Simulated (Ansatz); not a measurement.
# Run report: SnO, single-point calculation

- system: SnO (2 atoms in the cell)
- method: DFT, PBE, plane waves, PAW, no spin polarisation (Ansatz 0.2.0)

The structure was built on a prototype by a generator. The geometry comes from this level: r2SCAN (a point of a series of strains). It belongs to a series of runs on one base structure; here: biaxial_xy strain +5.1%. Figures and captions count atoms from 1; the log counts them from 0 in places.

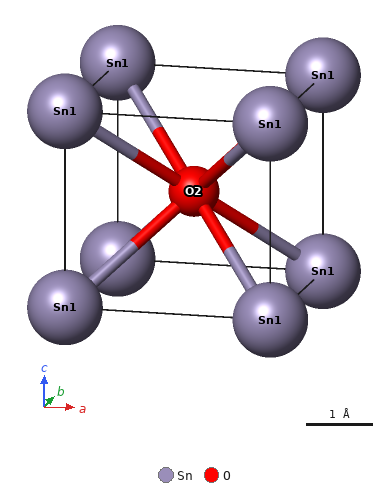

The structure (ball-and-stick view of the cell of the calculation, seen slightly off an axis; atoms are numbered from 1 in the order of the input). Near neighbours in the crystal (not all of them lie inside the picture): Sn has 8 O at 2.78 Å; O has 8 Sn at 2.78 Å.

## Input file
```yaml
crystal:
  lattice:
    - [3.2607495069, 0.0, 0.0]
    - [0.0, 3.2607495069, 0.0]
    - [0.0, 0.0, 3.103406783]
  atoms:
    - { symbol: Sn, position: [0.0, 0.0, 0.0] }
    - { symbol: O, position: [0.5, 0.5, 0.5] }
kpoints:
  mp_grid: { grid: [8, 8, 8] }
  band_path:
    path:
      - [0.0, 0.0, 0.0]
      - [0.0, 0.5, 0.0]
      - [0.5, 0.5, 0.0]
      - [0.5, 0.5, 0.5]
      - [0.0, 0.125, -0.5]
    npoints: 1
hamiltonian:
  xc: pbe
scf:
  occupations: { method: fermi_dirac, width: 0.02 }
  n_extra_bands: 4
output:
  forces: true
  stress: true
  eigenvalues: true
```

## Log
```
scf.n_extra_bands = 4 over 10 filled bands (N_el = 20.0): the run solves 14 bands
Engine: ansatz 0.2.0, aarch64-unknown-linux-gnu
Pseudopotentials: kind: paw
Pseudopotential: Sn, paw, valence charge 14, recommended cutoff 420 eV (normal), Sn.paw.azcp
Pseudopotential: O, paw, valence charge 6, recommended cutoff 420 eV (normal), O.paw.azcp
Functional definition: PBE
  parameter kappa = 0.804
  parameter beta = 0.06672455060314922
  exchange = pbe_x(kappa = kappa, mu = beta*pi^2/3)
  correlation = pbe_c(beta = beta)
Crystal: 2 atoms, lattice volume = 32.997 Å³
Basis set: ecut = 420 eV, 651 PW (Γ), exchange–correlation on 48×48×48 points (8 copies of the dense FFT grid, shifted against one another)
Bands: 14, of which v1, the nominal top of the filled ones, is band 10 counted from 1 (9 counted from 0)
Symmetry: 16 space group operations
Space group: P4/mmm (ITA 123), of the structure as read, at distance tolerance 3.2e-5 Å
k-points: 75 of 512
Non-local potential: Sn, projectors of the file, l = 0: 2, l = 1: 2, l = 2: 2, l = 3: 2
Non-local potential: O, projectors of the file, l = 0: 2, l = 1: 2, l = 2: 1
PAW form: soft (Blöchl's): semilocal exchange-correlation on the pseudo side does not see the compensation charge
PAW one-centre angular grid: Sn, 590 points (default); XC on 64 Gauss nodes
PAW one-centre angular grid: O, 110 points (default); XC on 64 Gauss nodes
Initial density: superposition of atomic densities (neutral atoms: chi_scale 0, normalization atom), corrected by the library's trained network
Initial wavefunctions: pseudopotential atomic-orbital guess
Functional: x = pbe(κ = 0.804, μ = 0.2195149727645171), c = pbe(β = 0.06672455060314922)
SCF iter   1: F=—  HF=-6590.094737 eV  |F-HF|=—  |Δ(HF+E_count)|=         —  Δρ=5.95e-3  dr2=1.47e-2  ethr=1.77e-3  ⟨swp⟩=6.0  Hψ=5559  notcnv=0
preconditioner: auto → none  [insulator: Δε(μ)=0.076 eV  Ē_g=19.506 eV  σ=0.020 eV  W_gap=0.71  n_scr=6 (ndim 8)  ℏωp=28.9 eV  f_vac=0.000  D(μ)=0.27/eV (n_scr^D=0)  ε∞_Penn≈3.2]
SCF iter   2: F=—  HF=-6590.091372 eV  |F-HF|=—  |Δ(HF+E_count)|=   3.37e-3  Δρ=2.14e-3  dr2=2.26e-3  ethr=7.36e-5  ⟨swp⟩=2.1  Hψ=2087  notcnv=0
SCF iter   3: F=—  HF=-6590.091018 eV  |F-HF|=—  |Δ(HF+E_count)|=   3.54e-4  Δρ=3.94e-4  dr2=4.06e-5  ethr=1.13e-5  ⟨swp⟩=2.7  Hψ=1770  notcnv=0
SCF iter   4: F=—  HF=-6590.090989 eV  |F-HF|=—  |Δ(HF+E_count)|=   2.88e-5  Δρ=1.06e-4  dr2=3.15e-6  ethr=2.03e-7  ⟨swp⟩=2.0  Hψ=1482  notcnv=0
SCF iter   5: F=—  HF=-6590.090991 eV  |F-HF|=—  |Δ(HF+E_count)|=   2.13e-6  Δρ=2.27e-5  dr2=1.55e-7  ethr=1.57e-8  ⟨swp⟩=2.0  Hψ=1743  notcnv=0
SCF iter   6: F=-6590.090991 eV  HF=-6590.090991 eV  |F-HF|=9.04e-10  |Δ(HF+E_count)|=   1.22e-8  Δρ=2.34e-6  dr2=1.22e-9  ethr=5.00e-10  ⟨swp⟩=4.9  Hψ=4380  notcnv=0
SCF 1 converged in 6 iterations: F = -6590.090991 eV  dr2 = 1.22e-9
  greatest PAW one-centre occupation: 0.993 electrons in one spin orbital (limit 2), on the Sn atom at site 0 (counted from 0), in its partial waves of l = 2
```

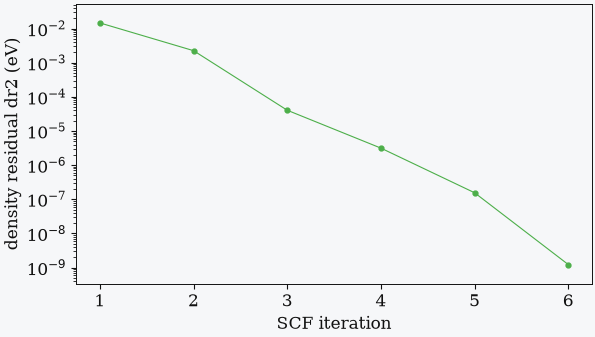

Convergence of the self-consistent field: density residual dr2 against the SCF iteration. The residual falls at every step.

```
NSCF: frozen V_eff on 5 k-points
SCF converged after 6 iterations
Free energy (F): -6590.090991 eV
Harris-Foulkes:  -6590.090991 eV  (|F-HF|=9.04e-10)
Internal energy: -6590.090685 eV  (E = F + TS)
E sigma→0 (E₀):  -6590.090838 eV
Entropy (-TS):   -0.000307 eV (-0.153 meV/atom)
Fermi energy:    10.025525 eV
--- Per-component energies (eV) ---
  E_band       = -74.122050
  E_kinetic    = 355.419452
  E_local      = -998.662613  (includes V_loc(G=0)·N_el)
  E_nonlocal   = 14.891428
  E_hartree    = 563.387234
  E_xc         = -456.513271
  E_vxc        = -189.847035  (∫ρ·V_xc dr)
  E_paw        = -4289.008483  (= ΣΔE_a)
  E_vpaw       = -382.699717  (= ΣTr[D̂ρ^β])
  E_aug_tail   = 0.002304  (compensation charges beyond the density's cutoff)
  E_ewald      = -1779.606736
  E_smearing   = -0.000307  (= −TS)
  E_closure    = 0.000000  (closes the sum)
  Σ components = -6590.090991   (vs F -6590.090991, Δ=0.00e0)
--- Forces (eV/Å), atoms counted from 1 ---
  atom   1  Sn    -0.00000000    -0.00000000     0.00000000
  atom   2  O      0.00000000     0.00000000     0.00000000
  max |Σ_I F_I| component: 5.52e-30 eV/Å
--- Stress (GPa, compression-positive) ---
       -7.947347       0.000000       0.000000
        0.000000      -7.947347       0.000000
        0.000000       0.000000      -1.953293
  P = ⅓ Tr σ = -5.9493 GPa (-59.493 kbar)
--- Band table (eV; the first three rows and the last of 75) ---
  k-point 0: bands = ["-11.6392", "-11.5748", "-11.3267", "-11.3153", "-11.3153", "-7.3028", "2.6021", "7.7810", "7.7810", "8.2791", "17.1657", "17.1657", "17.6603", "18.0989"]
  k-point 1: bands = ["-11.5984", "-11.5725", "-11.3292", "-11.3292", "-11.3255", "-7.2216", "2.5515", "7.8835", "7.8835", "8.1820", "15.7392", "17.1302", "17.1302", "17.8576"]
  k-point 2: bands = ["-11.5671", "-11.4995", "-11.3626", "-11.3626", "-11.3225", "-7.0151", "2.3935", "8.0954", "8.1426", "8.1426", "13.3466", "16.9999", "16.9999", "18.4527"]
  k-point 74: bands = ["-11.4782", "-11.4782", "-11.4457", "-11.2812", "-11.2429", "-6.2075", "7.1826", "7.2466", "7.2466", "8.2211", "9.7656", "10.4410", "10.4410", "21.5472"]
```

## File bands.tsv
```
# k_distance	band_0	band_1	band_2	band_3	band_4	band_5	band_6	band_7	band_8	band_9	band_10	band_11	band_12	band_13
# fermi_ev = 10.025525
# lock_threshold_ev = 1e-6
# [0, 0, 0] at k_distance = 0.000000
# [0, 0.5, 0] at k_distance = 0.963457
# [0.5, 0.5, 0] at k_distance = 1.926914
# [0.5, 0.5, 0.5] at k_distance = 2.939219
# [0, 0.125, -0.5] at k_distance = 5.294942
# levels_relative_to = fermi_ev
# free_energy_ev = -6590.090991
# largest_residual_norms_ev = 4.785e-4 3.297e-4 3.062e-4 3.365e-4 3.377e-4 6.454e-4 1.548e-3 1.266e-3 1.663e-3 1.155e-3 1.257e-3 1.218e-3 6.173e-4 2.007e-3
0.000000	-21.664739	-21.600278	-21.352233	-21.340819	-21.340819	-17.328342	-7.423461	-2.244565	-2.244565	-1.746389	7.140221	7.140221	7.634727	8.073375
0.963457	-21.643546	-21.438026	-21.410823	-21.395612	-21.336298	-16.804976	-8.473588	-1.544179	-1.209761	-0.823316	0.329589	6.145756	7.563643	10.803398
1.926914	-21.574249	-21.532302	-21.387311	-21.387311	-21.312968	-16.383591	-5.216564	-4.886004	-4.886004	-1.099415	3.477094	3.477094	8.840994	9.747818
2.939219	-21.503769	-21.503769	-21.471202	-21.306731	-21.268451	-16.233034	-2.842954	-2.778931	-2.778931	-1.804460	-0.259899	0.415453	0.415453	11.521664
5.294942	-21.566394	-21.453077	-21.433540	-21.374502	-21.351659	-16.661429	-7.738985	-2.672069	-1.461545	-0.057227	-0.022784	5.569006	6.898720	10.897643
```

## Results in brief

```csv
quantity,value
outcome,converged
space group (tolerance 0.01 Å),P4/mmm (123)
electrons treated,20
free energy,−6590.0910 eV
Fermi energy,10.026 eV
band gap,none (metallic)
pressure,−5.95 GPa
largest force (length of the vector),under 0.001 eV/Å
hardware,"4 threads of an Arm (aarch64) CPU, shared host"
wall time,0.67 s (CPU time 2.2 s)
peak memory,0.32 GiB
```
